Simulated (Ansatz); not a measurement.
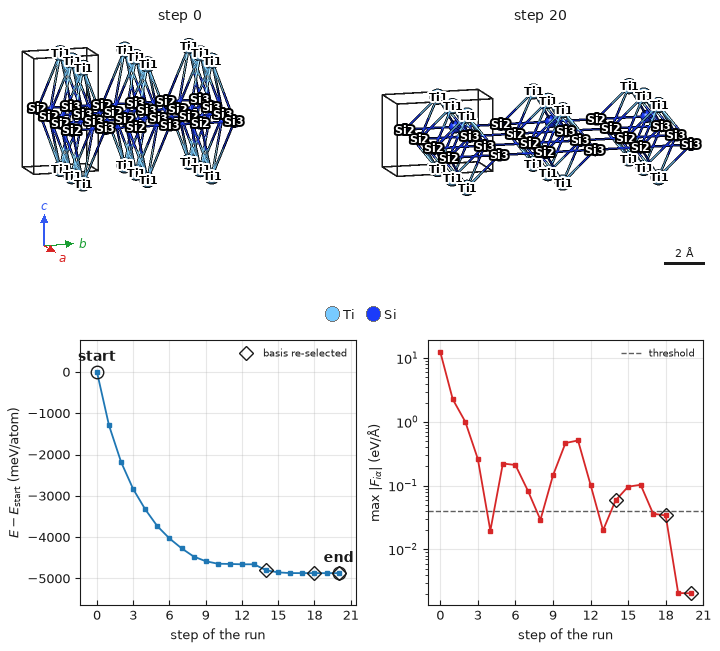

First and last geometry of a relaxation of solid TiSi₂ (a generated structure, set up in Pmmm) (coarse preliminary run), with the history of the run. The picture is a ball-and-stick view of the cell of the calculation, repeated 3 × 3 × 1 with one cell outlined, seen slightly off an axis.

All numbers below come from DFT PBE, scalar-relativistic, plane waves, PAW in Ansatz 0.2.0. (plane-wave cutoff 420 eV; k-point mesh 8 × 6 × 4; occupations gaussian; smearing width 0.1 eV; no spin polarisation; cell and atoms relaxed; force threshold 0.04 eV/Å; at most 70 steps)

**What do the curves and the structures tell?**

It converged. The largest moves relative to the cell, 0.005 Å, are those of Si2 and Si3. Si3 goes along +b. Ti stays in place. The drawn cell changes as follows: a 2.079 → 2.669 Å (+28.4 %), b 3.432 → 5.108 Å (+48.8 %), c 6.026 → 3.769 Å (−37.5 %); the volume changes by +19.5 %. Some distances before and after: Si2–Si3 2.748 → 3.785 Å, Si2–Si3 (another image) 2.646 → 3.605 Å, Si2–Si3 (another image) 1.796 → 2.684 Å, Si2–Si3 (another image) 1.636 → 2.424 Å. The space group stays Pmmm (No. 47). The energy falls by 4871 meV per atom in 17 accepted moves (20 points after the start). The largest force component goes from 13 to 0.002 eV/Å. The pressure goes from 114.71 to −0.01 GPa. At 3 points the geometry stayed and the basis and grid were re-selected for the new cell (energy shift of 145 meV per atom at most each time). Cost: 57 s on 1 thread of Arm Neoverse V1, on a shared host, peak memory 0.34 GiB.

Limits of the set-up: the k-point mesh is coarse for a cell with partly filled bands.
